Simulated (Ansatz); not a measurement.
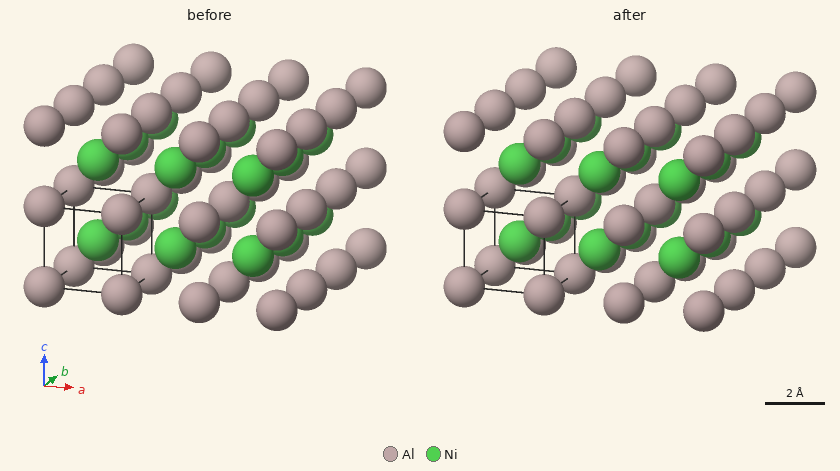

Left: a crystal of AlNi (set up in P4/mmm). Right: the same structure after one change, at the same scale. A spheres-only model of the cell of the calculation, repeated 3 × 3 × 2 with one cell outlined, seen slightly off an axis.

Level of theory: DFT r2SCAN, scalar-relativistic, plane waves, PAW in Ansatz. Set-up: plane-wave cutoff 500 eV; k-point mesh 18 × 18 × 18; occupations gaussian; smearing width 0.1 eV; no spin polarisation.

Question: Which change leads from the left to the right?

Answer: Biaxial strain in the a–b plane, +3.0 %, is applied. The c axis and the atoms are relaxed.

Question: What does the change do?

Answer: Cell: a = b 2.860 → 2.946 Å (+3.0 %), c 2.870 → 2.773 Å (−3.4 %). Volume +2.5 %. No atom moves by more than 0.005 Å relative to the cell. Some distances before and after: Al–Al 2.863 → 2.773 to 2.946 Å, Ni–Ni 2.863 → 2.773 to 2.946 Å, Al–Ni 2.480 → 2.502 Å. The space group stays P4/mmm (No. 123). Energy change: +12.5 meV per atom. Pressure: 0.0 GPa before, −3.9 GPa after. The principal stresses (compression positive) are 0.0 GPa along c and −5.8 GPa across it. Both are metals.

Limits of the set-up: an element that often carries a moment was run without spin polarisation.
